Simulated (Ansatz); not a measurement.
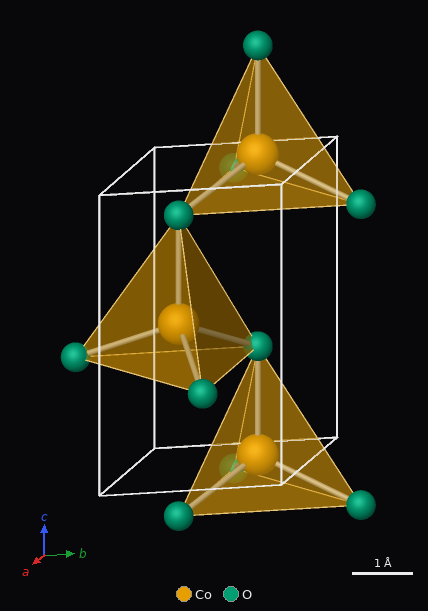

Polyhedral drawing of the structure, looking slightly off an axis. The conventional unit cell is outlined; an atom on or near a face, edge or corner is repeated at each equivalent position. A few atoms beyond the faces are included. Cell: a = 3.17 Å, b = 3.17 Å, c = 5.29 Å, α = 90.00°, β = 90.00°, γ = 120.00°.

The initial geometry was a structure listed in the Materials Project. Earlier steps of the study may have refined or changed the cell and positions. Ansatz was used for an electronic-structure calculation on it.

Summary of the structure:

Answer. The formula is CoO. Space group P6_3mc (No. 186), lattice primitive hexagonal. Type of structure: wurtzite. Cell content 2 Co, 2 O; Z = 2. The polyhedra are CoO4 tetrahedra; they share corners. Co is linked to four O in a tetrahedral arrangement at about 1.9 to 2.0 Å. The O atoms are each bonded to four Co in a tetrahedral arrangement at about 1.9 to 2.0 Å.

The calculation used DFT LDA, scalar-relativistic, plane waves, PAW in Ansatz 0.2.0, with an energy cutoff of 420 eV, k-grid 12×12×8, Gaussian smearing of 0.01 eV, collinear spins.

Which atoms carry magnetic moments in this run, and how do they order?

Answer. The state reached is antiferromagnetic. Sizes: Co 2.0 μB; net moment 0.0 μB in the run's cell of 4 atoms.

What is the electronic character?

Answer. A metal: bands cross the Fermi level.

Give the Bader charge of each element.

Answer. Co +1.08 e; O -1.08 e.

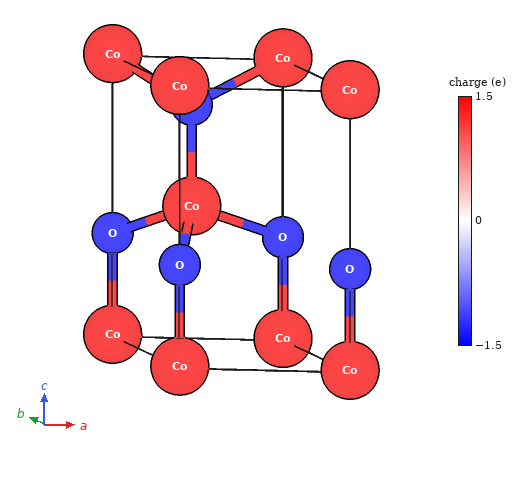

The atoms coloured by those charges. The run's cell of 4 atoms is drawn, so axes and origin can differ from the first picture.

Has the structure come to rest?

Answer. No. The largest force is 0.08 eV/Å, on Co and O. The pressure is -17.5 GPa, so the cell would contract.
